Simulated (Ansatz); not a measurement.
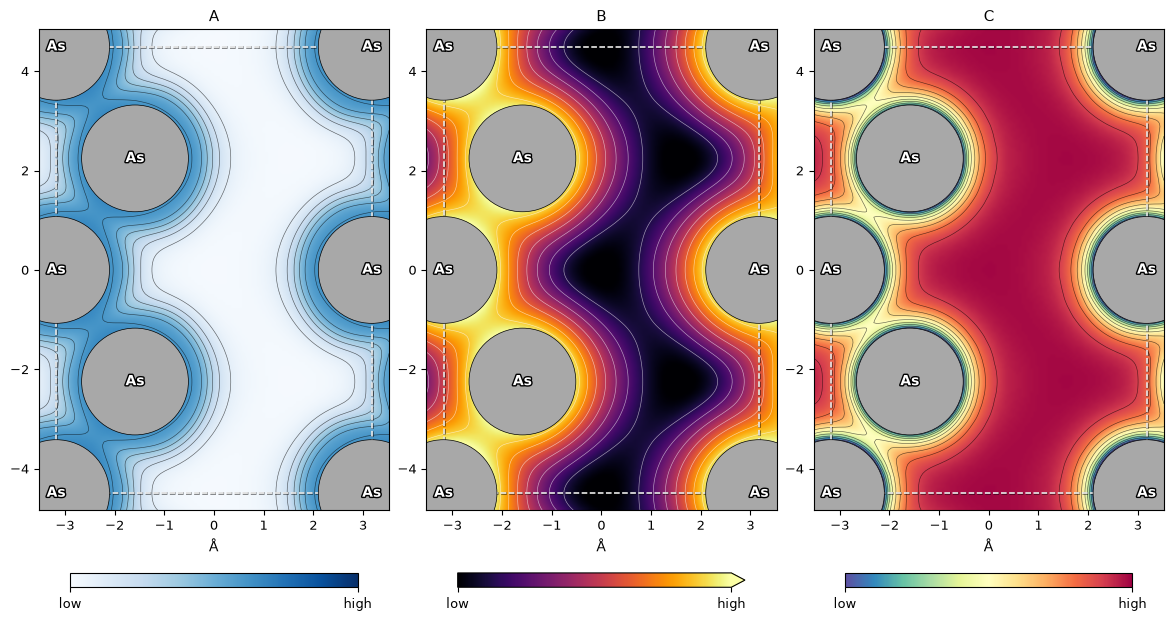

As: 3 fields on the (110) plane of the conventional cell, with unlabelled colour scales. Grey discs cover the atomic cores.

Space group Fd-3m; set up as As, diamond; a generated structure, not necessarily the stable one; changed on purpose from its base cell (volume × 1.12); computed pressure about −4 GPa in this cell.

Computed with DFT, PBE, plane waves (420 eV) with PAW, scalar-relativistic in Ansatz 0.2.0.

Which field does each panel show? The fields are: electron localisation function, electrostatic potential energy of an electron and valence pseudo-density.

Answer. Panel A: electron localisation function. Panel B: valence pseudo-density. Panel C: electrostatic potential energy of an electron (low next to the atoms, rising into the space between them). From the grid: As–As (2.75 Å): ρ is about 0.34 e/Å³ halfway; the ELF peaks at about 0.70 between the atoms.
